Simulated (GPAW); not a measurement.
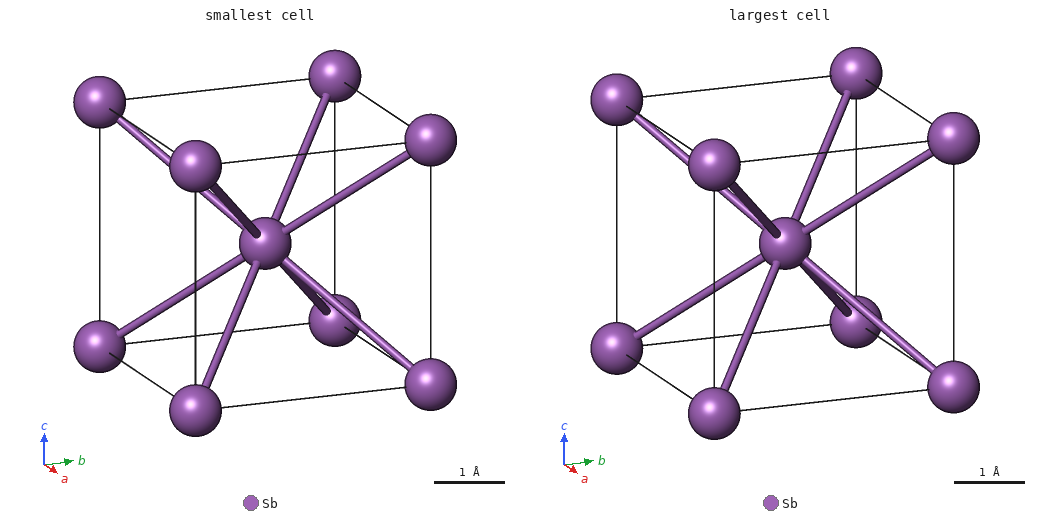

Sb, body-centred cubic (W type), space group Im-3m (No. 229), relaxed (cell and atoms, zero pressure) with five choices of dispersion term on top of PBEsol; the smallest and the largest of the relaxed conventional cells are drawn to one scale (sticks follow a distance rule). The start was a structure listed in the Materials Project. This isn't the form of Sb at room conditions, which is rhombohedral.

Alike in all runs: GPAW 26.7.0; functional PBEsol; potentials PAW data sets generated in the run's folder for this functional; cutoff 600 eV; k mesh 10 × 10 × 10 on the run's cell of 1 atom; occupations fermi-dirac, width 0.05 eV; no spin polarisation; no spin-orbit coupling. All runs are metallic.

```tsv
level	volume (Å³/atom)	a (Å)
D3(BJ)-ATM	24.90	3.679
D3	25.52	3.709
D4	25.28	3.698
none	?	?
D3(BJ)	24.75	3.672
```

What does none give?

Volume 26.07 Å³/atom; a 3.736 Å. That is the largest volume of all.

Order the levels by the relaxed volume, smallest first.

D3(BJ) (24.75 Å³/atom), D3(BJ)-ATM (24.90 Å³/atom), D4 (25.28 Å³/atom), D3 (25.52 Å³/atom), none (26.07 Å³/atom). Rows within a few tenths of a per cent can't be told apart.

Caveat: later steps reuse the first step's grids; pairwise dispersion terms can overbind metals strongly.
